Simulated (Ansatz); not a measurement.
Take the following structure.

```yaml
crystal:
  lattice:
    - [5.99372, 0.00000, 0.00000]
    - [-2.99686, 5.19071, 0.00000]
    - [0.00000, 0.00000, 7.30669]
  atoms:
    - { symbol: Mg, position: [0.83715, 0.67431, 0.17647] }
    - { symbol: Mg, position: [0.33333, 0.66667, 0.16209] }
    - { symbol: Mg, position: [0.32569, 0.16285, 0.17647] }
    - { symbol: Mg, position: [0.83715, 0.16285, 0.17647] }
    - { symbol: Mg, position: [0.16285, 0.83715, 0.82353] }
    - { symbol: Mg, position: [0.67431, 0.83715, 0.82353] }
    - { symbol: Mg, position: [0.66667, 0.33333, 0.83791] }
    - { symbol: Mg, position: [0.16285, 0.32569, 0.82353] }
    - { symbol: Zn, position: [0.50000, 0.00000, 0.50000] }
    - { symbol: Zn, position: [0.50000, 0.50000, 0.50000] }
    - { symbol: Zn, position: [0.00000, 0.50000, 0.50000] }
    - { symbol: O, position: [0.82598, 0.65195, 0.67869] }
    - { symbol: O, position: [0.33333, 0.66667, 0.67486] }
    - { symbol: O, position: [0.34805, 0.17402, 0.67869] }
    - { symbol: O, position: [0.82598, 0.17402, 0.67869] }
    - { symbol: O, position: [0.17402, 0.82598, 0.32131] }
    - { symbol: O, position: [0.65195, 0.82598, 0.32131] }
    - { symbol: O, position: [0.66667, 0.33333, 0.32514] }
    - { symbol: O, position: [0.17402, 0.34805, 0.32131] }
    - { symbol: O, position: [0.50000, 0.50000, 0.00000] }
    - { symbol: O, position: [0.00000, 0.50000, 0.00000] }
    - { symbol: O, position: [0.00000, 0.00000, 0.00000] }
    - { symbol: O, position: [0.50000, 0.00000, 0.00000] }
```

> Interpret the file: composition, symmetry and coordination.

Composition: Mg₈Zn₃O₁₂. It is primitive hexagonal, space group P-3m1 (No. 164). Cell content 8 Mg, 3 Zn, 12 O; Z = 1. Mg is linked to six O in a distorted octahedral arrangement at 2.02 to 2.17 Å. About every Zn there are six O in an octahedral arrangement at 2.14 to 2.15 Å. Within bonding distance, the neighbour counts come to O 5 to 6 (mean 5.5). The bonds build a three-dimensional framework.

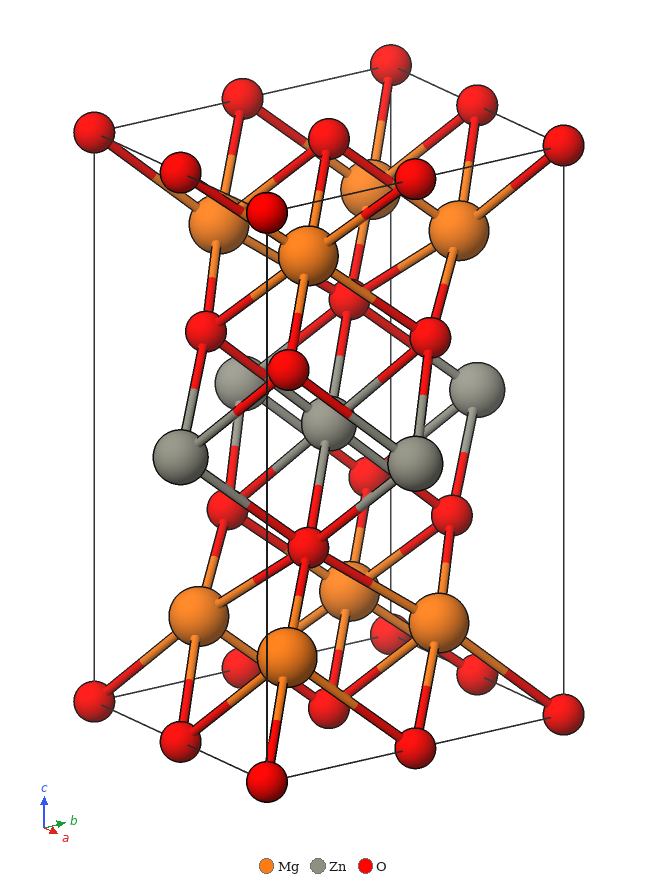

The crystal in a ball-and-stick representation, seen slightly off an axis. Lines trace the edges of the conventional unit cell. Colours: magnesium orange, zinc grey, oxygen red.

Origin of the cell: a structure listed in the Materials Project. The atoms were relaxed in a fixed cell with Ansatz, DFT PBEsol, scalar-relativistic, plane waves, PAW.

At this level of theory the cell isn't at rest (stretched, at -7 GPa), so its distances can differ from those at equilibrium, the more so the softer the solid.
